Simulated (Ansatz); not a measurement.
Consider Na.

Input file:

```
crystal:
  lattice:
    - [-2.1266304395, 2.1266304395, 2.1266304395]
    - [2.1266304395, -2.1266304395, 2.1266304395]
    - [2.1266304395, 2.1266304395, -2.1266304395]
  atoms:
    - { symbol: Na, position: [0.0, 0.0, 0.0] }
hamiltonian:
  xc: pbe
  pseudopotentials: { kind: paw }
kpoints:
  mp_grid: { grid: [9, 9, 9] }
scf:
  occupations: { method: fermi_dirac, width: 0.05 }
output:
  forces: true
  stress: true
  eigenvalues: true
  write_density: true
  write_potential: true
  elf: true
  volumetric_format: npy
```

Run with:

```sh
ansatz run input.yaml --threads 1 --pin off --max-ram 2560MiB --backend cpu --events-out ev --progress --plain --runs-dir out
```

Below, planes, directions and counts refer to the conventional cell (a = 4.25 Å, b = 4.25 Å, c = 4.25 Å, α = 90.00°, β = 90.00°, γ = 90.00°).

Space group Im-3m.

Computed with Kohn-Sham DFT of a periodic cell, PBE, Ansatz PAW in Ansatz.

Question: Predict the valence pseudo-density and electron localisation function between the atoms.

Answer: Na–Na (3.68 Å): ρ is about 0.03 e/Å³ halfway; the ELF is about 0.40 at the midpoint.

Question: Metal or insulator at this level of theory?

Answer: It is metallic or semimetallic at this level of theory: no gap opens.

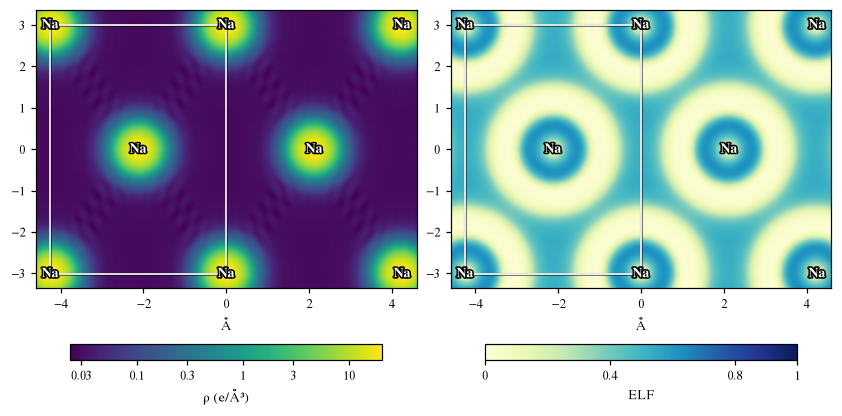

Computed valence pseudo-density and electron localisation function on the (101) plane of the conventional cell, in this order. 

The density is the valence pseudo-density of a PAW calculation; it isn't the true density close to the nuclei.
